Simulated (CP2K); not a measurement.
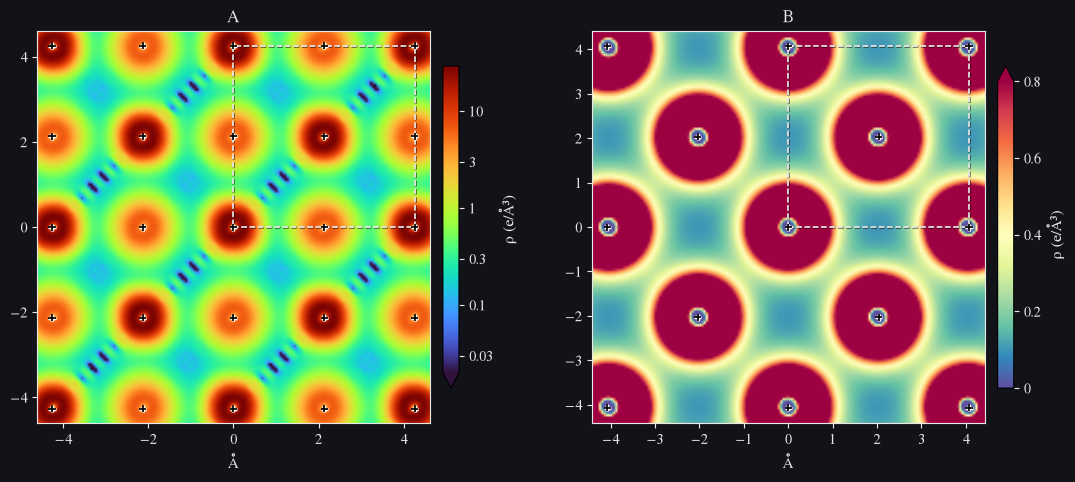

The valence electron density of 2 systems, each on a plane through atoms (crosses mark nuclei in the plane).

The calculation used Kohn-Sham DFT of a periodic cell, PBE, GTH-PBE with UZH-TZVP basis (CP2K 2026.2).

System 1: Au, the (001) plane of the conventional cell. Space group Fm-3m; computed pressure about 16 GPa in this cell.

```
CELL_PARAMETERS angstrom
2.87792 1.66157 -2.34982
0.00000 3.32314 2.34982
2.87792 -1.66157 2.34982
ATOMIC_POSITIONS crystal
Au 0.00000 0.00000 0.00000
Au 0.00000 0.50000 0.50000
Au 0.50000 0.50000 0.00000
Au 0.50000 0.00000 0.50000
```

System 2: CoO, the (010) plane of the conventional cell. Space group Fm-3m; spin-polarised.

```
CELL_PARAMETERS angstrom
3.01440 1.74036 -2.46124
0.00000 3.48072 2.46124
3.01440 -1.74036 2.46124
ATOMIC_POSITIONS crystal
Co 0.00000 0.00000 0.00000
Co 0.00000 0.50000 0.50000
Co 0.50000 0.50000 0.00000
Co 0.50000 0.00000 0.50000
O 0.00000 0.50000 0.00000
O 0.00000 0.00000 0.50000
O 0.50000 0.00000 0.00000
O 0.50000 0.50000 0.50000
```

Which map belongs to which system?

Answer. Panel A is system 2, CoO: the plane holds Co and O. Co–O (2.13 Å): the density is about 0.41 e/Å³ at the midpoint. Panel B is system 1, Au: the plane holds Au. Au–Au (2.88 Å): the density is about 0.29 e/Å³ at the midpoint.
